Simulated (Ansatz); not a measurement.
# Geometry relaxation, with input and output: Ta4N3 (part 2 of 2)

Continued. System: Ta4N3 (7 atoms in the cell). Method: DFT r2SCAN, scalar-relativistic, plane waves, PAW, no spin polarisation (Ansatz 0.2.0); cutoff 500 eV, 12×12×12 k-mesh, Gaussian smearing of 0.1 eV. The structure derives from a Materials Project entry.

Geometry of the input (Å; fractional positions):
```
-2.2032  2.2032  4.3106
2.2032  -2.2032  4.3106
2.2032  2.2032  -4.3106
Ta -0.0000  0.5000  0.5000
Ta 0.2638  0.2638  -0.0000
Ta 0.5000  0.0000  0.5000
Ta 0.7362  0.7362  0.0000
N  0.7500  0.2500  0.5000
N  0.0000  0.0000  0.0000
N  0.2500  0.7500  0.5000
```

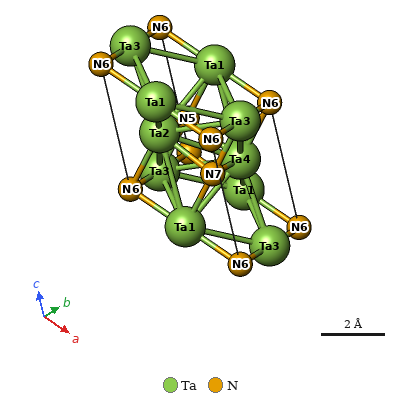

Figure 1. The geometry at step 3 of the log (ball-and-stick view of the reduced cell, seen slightly off an axis; atoms are numbered from 1 in the order of the input).

The program's output, continued
```
SCF iter   1: F=—  HF=-40939.165076 eV  |F-HF|=—  |Δ(HF+E_count)|=         —  Δρ=2.96e-4  dr2=7.68e-5  dr2_τ=1.01e-3  ethr=1.26e-7  ⟨swp⟩=2.3  Hψ=30434  notcnv=0
preconditioner: auto → Kerker (q_TF=auto, 2.636 Å⁻¹)  [metal: Δε(μ)=0.013 eV  Ē_g=9.411 eV  σ=0.100 eV  W_gap=0.07  n_scr=30 (ndim 8)  ℏωp=24.2 eV  f_vac=0.000  D(μ)=1.90/eV (n_scr^D=14)]
SCF iter   2: F=—  HF=-40939.165480 eV  |F-HF|=—  |Δ(HF+E_count)|=   4.05e-4  Δρ=1.77e-4  dr2=2.62e-5  dr2_τ=4.95e-7  ethr=1.15e-7  ⟨swp⟩=2.0  Hψ=12150  notcnv=0
SCF iter   3: F=—  HF=-40939.165476 eV  |F-HF|=—  |Δ(HF+E_count)|=   4.51e-6  Δρ=6.09e-5  dr2=3.82e-6  dr2_τ=5.49e-7  ethr=3.91e-8  ⟨swp⟩=2.0  Hψ=9239  notcnv=0
SCF iter   4: F=—  HF=-40939.165475 eV  |F-HF|=—  |Δ(HF+E_count)|=   6.96e-7  Δρ=2.46e-5  dr2=8.93e-7  dr2_τ=3.79e-8  ethr=5.70e-9  ⟨swp⟩=2.0  Hψ=9120  notcnv=0
SCF iter   5: F=—  HF=-40939.165475 eV  |F-HF|=—  |Δ(HF+E_count)|=   1.39e-7  Δρ=1.50e-5  dr2=1.87e-7  dr2_τ=9.78e-9  ethr=1.33e-9  ⟨swp⟩=2.1  Hψ=8406  notcnv=0
SCF iter   6: F=-40939.165475 eV  HF=-40939.165475 eV  |F-HF|=5.38e-10  |Δ(HF+E_count)|=   3.55e-9  Δρ=2.37e-6  dr2=5.18e-9  dr2_τ=3.32e-10  ethr=8.57e-11  ⟨swp⟩=5.7  Hψ=26144  notcnv=0
SCF 5 converged in 6 iterations: F = -40939.165475 eV  dr2 = 5.18e-9
relax step   5: F+E_penalty+E_count = -40939.16547489 eV  Δ(F+E_penalty+E_count) = -6.216e-5 eV  max|allowed force component| = 5.943e-4 eV/Å  Δτ_max = 0.0026 Å  P = -0.002 GPa  Ω = 82.307 Å³  energy of the carried Pulay correction = +7.081e-4 eV  (6 SCF iters, dr2 threshold 5.74e-8 eV, accepted)
Initial wavefunctions: pseudopotential atomic-orbital guess (no wavefunctions were taken with the density)
iter 1 solved again at ethr=1.11e-8 eV; its pass at ethr=3.10e-3 eV (dr2=7.43e-6 eV) is discarded
SCF iter   1: F=—  HF=-40939.164777 eV  |F-HF|=—  |Δ(HF+E_count)|=         —  Δρ=4.63e-5  dr2=1.88e-7  dr2_τ=1.58e-6  ethr=1.11e-8  ⟨swp⟩=4.2  Hψ=48918  notcnv=0
preconditioner: auto → Kerker (q_TF=auto, 2.636 Å⁻¹)  [metal: Δε(μ)=0.013 eV  Ē_g=9.412 eV  σ=0.100 eV  W_gap=0.08  n_scr=30 (ndim 8)  ℏωp=24.2 eV  f_vac=0.000  D(μ)=1.90/eV (n_scr^D=14)]
SCF iter   2: F=—  HF=-40939.164778 eV  |F-HF|=—  |Δ(HF+E_count)|=   8.59e-7  Δρ=2.46e-5  dr2=5.84e-8  dr2_τ=6.58e-8  ethr=2.80e-10  ⟨swp⟩=2.2  Hψ=9785  notcnv=0
SCF iter   3: F=—  HF=-40939.164778 eV  |F-HF|=—  |Δ(HF+E_count)|=   9.63e-8  Δρ=2.86e-6  dr2=4.51e-9  dr2_τ=2.06e-9  ethr=8.72e-11  ⟨swp⟩=2.0  Hψ=9584  notcnv=0
SCF iter   4: F=—  HF=-40939.164778 eV  |F-HF|=—  |Δ(HF+E_count)|=  5.09e-10  Δρ=7.23e-7  dr2=3.99e-10  dr2_τ=4.44e-11  ethr=6.73e-12  ⟨swp⟩=2.0  Hψ=9396  notcnv=0
SCF iter   5: F=—  HF=-40939.164778 eV  |F-HF|=—  |Δ(HF+E_count)|=  1.67e-10  Δρ=3.05e-7  dr2=9.00e-11  dr2_τ=1.65e-11  ethr=1.00e-12  ⟨swp⟩=6.2  Hψ=27920  notcnv=0
SCF iter   6: F=-40939.164778 eV  HF=-40939.164778 eV  |F-HF|=2.91e-11  |Δ(HF+E_count)|=  2.91e-11  Δρ=1.47e-7  dr2=2.00e-11  dr2_τ=2.36e-12  ethr=1.00e-12  ⟨swp⟩=4.0  Hψ=21130  notcnv=0
SCF 6 converged in 6 iterations: F = -40939.164778 eV  dr2 = 2.00e-11
relax step   6: F+E_penalty+E_count = -40939.16477799 eV  Δ(F+E_penalty+E_count) = +6.969e-4 eV  max|allowed force component| = 4.976e-4 eV/Å  Δτ_max = 0.0000 Å  P = -0.003 GPa  Ω = 82.307 Å³  stress off target by 9.91e-3 GPa  SCF on the basis re-selected at this cell (its energy is not comparable with the rows above)  (6 SCF iters)
basis re-selected at this cell: Δ(F+E_penalty+E_count) = +6.969e-4 eV, ΔP = -0.001 GPa vs the last step (what re-selecting the basis moved, of the pressure what is left beyond the Pulay correction that the steps carried, after the strain that the cell walked since its last selection, with what the two solves' SCF thresholds leave and, on support functions, any second-order correction that the steps lacked; it is no measure of the basis error at this ecutwfc). This SCF's stress stands 9.91e-3 GPa from its target on what of the cell is left free (relax.cell.stress_tol is 5.00e-2 GPa) and its largest allowed force component is 4.98e-4 eV/Å (relax.f_tol is 5.00e-3 eV/Å): within both
SCF converged after 6 iterations
Free energy (F): -40939.164778 eV
Harris-Foulkes:  -40939.164778 eV  (|F-HF|=2.91e-11)
Internal energy: -40939.155283 eV  (E = F + TS)
E sigma→0 (E₀):  -40939.160031 eV
Entropy (-TS):   -0.009495 eV (-1.356 meV/atom)
Fermi energy:    20.547414 eV
--- Per-component energies (eV) ---
  E_band       = -314.589308
  E_kinetic    = 1874.517206
  E_local      = -2372.373605  (includes V_loc(G=0)·N_el)
  E_nonlocal   = 193.600065
  E_hartree    = 810.941320
  E_xc         = -1002.171099
  E_vxc        = -1148.612849  (∫ρ·V_xc dr)
  E_paw        = -34079.883363  (= ΣΔE_a)
  E_vpaw       = -542.649778  (= ΣTr[D̂ρ^β])
  E_aug_tail   = 0.000355  (compensation charges beyond the density's cutoff)
  E_vtau       = 59.046669  (kinetic-family band-sum trace: ∫τ·v_τ [+ j·A + Jᵃ·Aᵃ] dr)
  E_ewald      = -6360.672346
  E_core_change = -3.113815  (= ΣΔE_core)
  E_smearing   = -0.009495  (= −TS)
  E_closure    = 0.000000  (closes the sum)
  Σ components = -40939.164778   (vs F -40939.164778, Δ=0.00e0)
--- Forces (eV/Å), atoms counted from 1 ---
  atom   1  Ta     0.00000000     0.00000000    -0.00000000
  atom   2  Ta     0.00000000    -0.00000000    -0.00049764
  atom   3  Ta     0.00000000    -0.00000000    -0.00000000
  atom   4  Ta     0.00000000    -0.00000000     0.00049764
  atom   5  N     -0.00000000     0.00000000     0.00000000
  atom   6  N     -0.00000000     0.00000000    -0.00000000
  atom   7  N     -0.00000000    -0.00000000     0.00000000
  max |Σ_I F_I| component: 1.39e-17 eV/Å
--- Stress (GPa, compression-positive) ---
       -0.009914       0.000000      -0.000000
        0.000000      -0.009914      -0.000000
       -0.000000      -0.000000       0.009502
  P = ⅓ Tr σ = -0.0034 GPa (-0.034 kbar)
--- Band table (eV; the first three rows and the last of 163) ---
  k-point 0: bands = ["-50.2231", "-50.1777", "-49.7273", "-49.6916", "-16.4224", "-16.4224", "-16.3467", "-16.1045", "-16.1045", "-15.9477", "-15.9273", "-15.9273", "-15.8302", "-15.5185", "-15.1990", "-15.1990", "1.3304", "2.7355", "2.9643", "13.0773", "13.7816", "13.8291", "13.8291", "14.9927", "14.9927", "15.0659", "15.7842", "16.2160", "16.5495", "16.5495", "19.2731", "19.2731", "19.7908", "19.8461", "19.8461", "21.6342", "21.6342", "21.6676", "22.1405", "24.0005", "24.0621"]
  k-point 1: bands = ["-50.2214", "-50.1790", "-49.7263", "-49.6929", "-16.4520", "-16.4057", "-16.3200", "-16.1389", "-16.0971", "-16.0221", "-15.9043", "-15.8690", "-15.8089", "-15.5296", "-15.2210", "-15.1945", "1.4350", "2.8134", "3.0300", "12.9182", "13.3959", "13.7908", "13.8987", "14.6674", "14.8888", "15.1026", "15.7628", "16.1767", "16.1864", "16.6930", "19.2089", "19.3586", "19.5169", "19.7735", "20.3444", "21.6402", "21.6834", "22.1063", "22.3493", "23.7312", "24.4112"]
  k-point 2: bands = ["-50.2167", "-50.1826", "-49.7235", "-49.6967", "-16.5240", "-16.3581", "-16.2460", "-16.2254", "-16.1136", "-16.0772", "-15.8419", "-15.8361", "-15.7596", "-15.5622", "-15.2716", "-15.1806", "1.7298", "3.0302", "3.2139", "12.5214", "12.6863", "13.6740", "13.8509", "14.0043", "14.5631", "14.7292", "15.4109", "15.8328", "15.9630", "17.3488", "19.0636", "19.4837", "19.6093", "19.6499", "21.0857", "21.7230", "21.8535", "22.7757", "22.9334", "23.2427", "24.1543"]
  k-point 162: bands = ["-50.2175", "-50.1790", "-49.7318", "-49.6918", "-16.5214", "-16.5214", "-16.0571", "-16.0571", "-16.0286", "-15.9961", "-15.8524", "-15.8523", "-15.8523", "-15.7872", "-15.2161", "-15.2161", "2.1435", "2.3641", "2.5670", "12.2512", "14.1920", "14.2758", "14.2758", "15.3056", "15.4788", "15.4788", "16.1520", "16.1806", "16.1806", "16.4757", "16.4757", "17.0340", "17.7103", "21.2048", "21.2048", "22.3833", "23.1583", "23.4199", "23.4199", "23.8883", "23.9395"]
--- Relaxed structure (5 steps of the walk, 5 accepted, 1 SCFs on fresh bases) ---
  F+E_penalty+E_count = -40939.16477799 eV   max|allowed force component| = 4.976e-4 eV/Å   (the final SCF, on the basis selected at the relaxed cell)
  cell:  # Å, volume = 82.3066 Å³
    - [-2.1900881928586053, 2.1900881928586053, 4.289941993972896]
    - [2.1900881928586053, -2.1900881928586053, 4.289941993972896]
    - [2.1900881928586053, 2.1900881928586053, -4.289941993972896]
  atoms:
    - { symbol: Ta, position: [-2.874505777081568e-19, 0.5, 0.5] }
    - { symbol: Ta, position: [0.26817441661173663, 0.26817441661173663, 1.0000073842589461e-35] }
    - { symbol: Ta, position: [0.5, -2.874505777081568e-19, 0.5] }
    - { symbol: Ta, position: [0.7318255833882632, 0.7318255833882632, 9.829340874545251e-36] }
    - { symbol: N, position: [0.75, 0.25, 0.5] }
    - { symbol: N, position: [-2.8745057770815667e-19, -2.8745057770815667e-19, -1.1853746067069459e-35] }
    - { symbol: N, position: [0.25, 0.75, 0.5] }
```

Trajectory as extended XYZ (Å, eV, eV/Å), 6 frames, from step=1 to step=6
```
7
Lattice="-2.2032 2.2032 4.3106 2.2032 -2.2032 4.3106 2.2032 2.2032 -4.3106" Properties=species:S:1:pos:R:3:forces:R:3 step=1 energy=-40939.12837 pressure_GPa=-5.41
Ta    2.2032    0.0000    0.0000    0.0000   0.0000   0.0000
Ta    0.0000    0.0000    2.2745    0.0000   0.0000   0.3203
Ta    0.0000    2.2032    0.0000    0.0000   0.0000   0.0000
Ta    0.0000    0.0000    6.3468    0.0000   0.0000  -0.3203
N     0.0000    2.2032    2.1553    0.0000   0.0000   0.0000
N     0.0000    0.0000    0.0000    0.0000   0.0000   0.0000
N     2.2032    0.0000    2.1553    0.0000   0.0000   0.0000
7
Lattice="-2.1798 2.1798 4.2549 2.1798 -2.1798 4.2549 2.1798 2.1798 -4.2549" Properties=species:S:1:pos:R:3:forces:R:3 step=2 energy=-40939.13746 pressure_GPa=6.06
Ta    2.1798    0.0000    0.0000    0.0000   0.0000   0.0000
Ta    0.0000    0.0000    2.2909    0.0000   0.0000  -0.1088
Ta    0.0000    2.1798    0.0000    0.0000   0.0000   0.0000
Ta    0.0000    0.0000    6.2189    0.0000   0.0000   0.1088
N     0.0000    2.1798    2.1274    0.0000   0.0000   0.0000
N     0.0000    0.0000    0.0000    0.0000   0.0000   0.0000
N     2.1798    0.0000    2.1274    0.0000   0.0000   0.0000
7
Lattice="-2.1910 2.1910 4.2847 2.1910 -2.1910 4.2847 2.1910 2.1910 -4.2847" Properties=species:S:1:pos:R:3:forces:R:3 step=3 energy=-40939.16456 pressure_GPa=0.09
Ta    2.1910    0.0000    0.0000    0.0000   0.0000   0.0000
Ta    0.0000    0.0000    2.2890    0.0000   0.0000   0.0777
Ta    0.0000    2.1910    0.0000    0.0000   0.0000   0.0000
Ta    0.0000    0.0000    6.2804    0.0000   0.0000  -0.0777
N     0.0000    2.1910    2.1423    0.0000   0.0000   0.0000
N     0.0000    0.0000    0.0000    0.0000   0.0000   0.0000
N     2.1910    0.0000    2.1423    0.0000   0.0000   0.0000
7
Lattice="-2.1902 2.1902 4.2888 2.1902 -2.1902 4.2888 2.1902 2.1902 -4.2888" Properties=species:S:1:pos:R:3:forces:R:3 step=4 energy=-40939.16541 pressure_GPa=0.03
Ta    2.1902    0.0000    0.0000    0.0000   0.0000   0.0000
Ta    0.0000    0.0000    2.2977    0.0000   0.0000   0.0219
Ta    0.0000    2.1902    0.0000    0.0000   0.0000   0.0000
Ta    0.0000    0.0000    6.2798    0.0000   0.0000  -0.0219
N     0.0000    2.1902    2.1444    0.0000   0.0000   0.0000
N     0.0000    0.0000    0.0000    0.0000   0.0000   0.0000
N     2.1902    0.0000    2.1444    0.0000   0.0000   0.0000
7
Lattice="-2.1901 2.1901 4.2899 2.1901 -2.1901 4.2899 2.1901 2.1901 -4.2899" Properties=species:S:1:pos:R:3:forces:R:3 step=5 energy=-40939.16548 pressure_GPa=-0.00
Ta    2.1901    0.0000    0.0000    0.0000   0.0000   0.0000
Ta    0.0000    0.0000    2.3009    0.0000   0.0000  -0.0006
Ta    0.0000    2.1901    0.0000    0.0000   0.0000   0.0000
Ta    0.0000    0.0000    6.2790    0.0000   0.0000   0.0006
N     0.0000    2.1901    2.1450    0.0000   0.0000   0.0000
N     0.0000    0.0000    0.0000    0.0000   0.0000   0.0000
N     2.1901    0.0000    2.1450    0.0000   0.0000   0.0000
7
Lattice="-2.1901 2.1901 4.2899 2.1901 -2.1901 4.2899 2.1901 2.1901 -4.2899" Properties=species:S:1:pos:R:3:forces:R:3 step=6 energy=-40939.16478 pressure_GPa=-0.00
Ta    2.1901    0.0000    0.0000    0.0000   0.0000   0.0000
Ta    0.0000    0.0000    2.3009    0.0000   0.0000  -0.0005
Ta    0.0000    2.1901    0.0000    0.0000   0.0000   0.0000
Ta    0.0000    0.0000    6.2790    0.0000   0.0000   0.0005
N     0.0000    2.1901    2.1450    0.0000   0.0000   0.0000
N     0.0000    0.0000    0.0000    0.0000   0.0000   0.0000
N     2.1901    0.0000    2.1450    0.0000   0.0000   0.0000
```

Key numbers

| quantity | value |
| --- | --- |
| outcome | converged |
| space group (tolerance 0.01 Å) | I4/mmm (139) |
| electrons treated | 67 |
| free energy | −40939.1648 eV |
| Fermi energy | 20.547 eV |
| gap on the k-point mesh | none (metallic) |
| pressure | 0.00 GPa |
| final volume | 82.31 Å³ |
| largest force (length of the vector) at the end | under 0.001 eV/Å |
| final cell | a = 5.291 Å, b = 5.291 Å, c = 5.291 Å, α = 131.10°, β = 131.10°, γ = 71.66° |
| hardware | 2 threads of Oxide Virtual Turin-like (Zen 5), 32 GiB of memory available, shared host |
| wall time | 3.3 min (CPU time 6.4 min) |
| peak memory | 1.1 GiB |

Spin–orbit coupling is left out, which matters for Ta. The cell holds an odd number of electrons but the run has no spin polarisation, so a band is left half filled.
